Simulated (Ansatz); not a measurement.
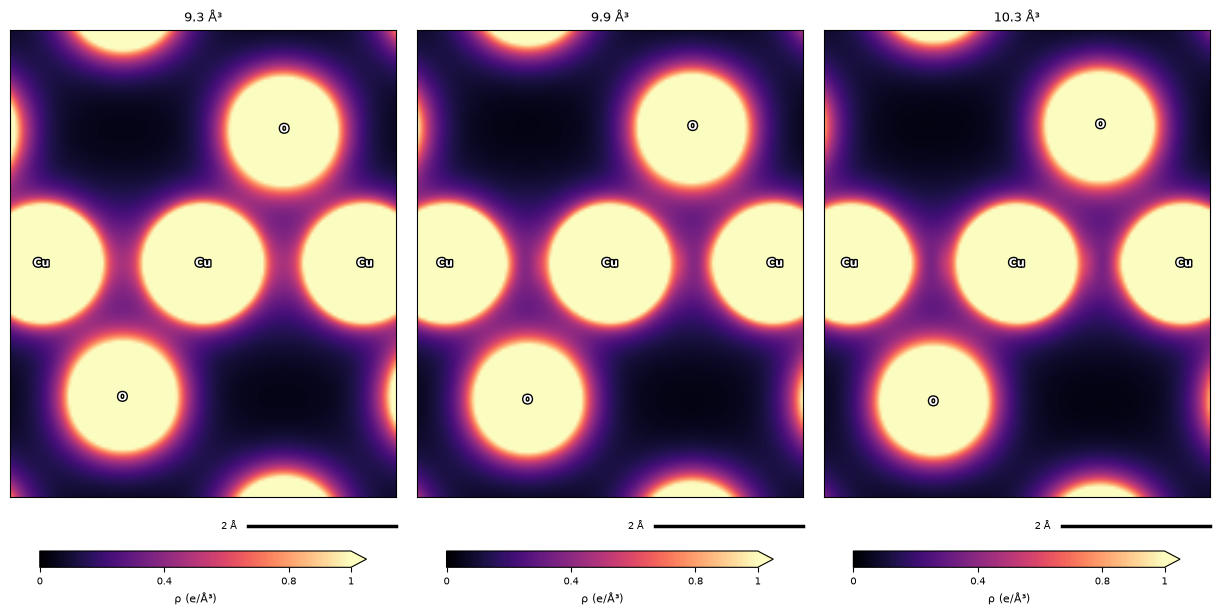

CuO. The valence pseudo-density of cells scaled evenly to different volumes (given per atom above each panel), on the (110) plane of each (indices in the axes of the cell below), at one length scale and on one colour scale.

A generated structure, not necessarily the stable one; built by placing these elements on a known structure type.

These are results of Kohn-Sham DFT of a periodic cell, PBE, Ansatz PAW in Ansatz, not measurements.

The largest cell:

```cif
data_structure
_symmetry_space_group_name_H-M 'P 1'
_symmetry_Int_Tables_number 1
_cell_length_a 3.2419
_cell_length_b 3.2419
_cell_length_c 4.5184
_cell_angle_alpha 90.000
_cell_angle_beta 90.000
_cell_angle_gamma 120.000
_cell_volume 41.13
loop_
_atom_site_label
_atom_site_type_symbol
_atom_site_fract_x
_atom_site_fract_y
_atom_site_fract_z
_atom_site_occupancy
Cu1 Cu 0.00000 0.00000 0.00000 1
Cu2 Cu 0.00000 0.00000 0.50000 1
O1 O 0.33333 0.66667 0.25000 1
O2 O 0.66667 0.33333 0.75000 1
```

| volume (Å³/atom) | Cu–O contact in the plane (Å) | ρ at its midpoint (e/Å³) | pressure (GPa) | 
| --- | --- | --- | --- |
| 9.31 | 2.115 | 0.452 | 14.9 | 
| 9.51 | 2.130 | ? | ? | 
| 9.89 | 2.158 | 0.414 | 2.6 | 
| 10.28 | 2.186 | 0.389 | −3.7 | 

> What values belong in the row with question marks?

Over the known rows ln ρ falls by 2.11 per Å of Cu–O distance (a least-squares line), which gives 0.438 e/Å³ at 2.130 Å; the calculation gives 0.437 e/Å³. For the pressure, a straight line in volume between the neighbouring rows gives 10.7 GPa; the calculation gives 10.3, lower because pressure rises ever faster on compression.
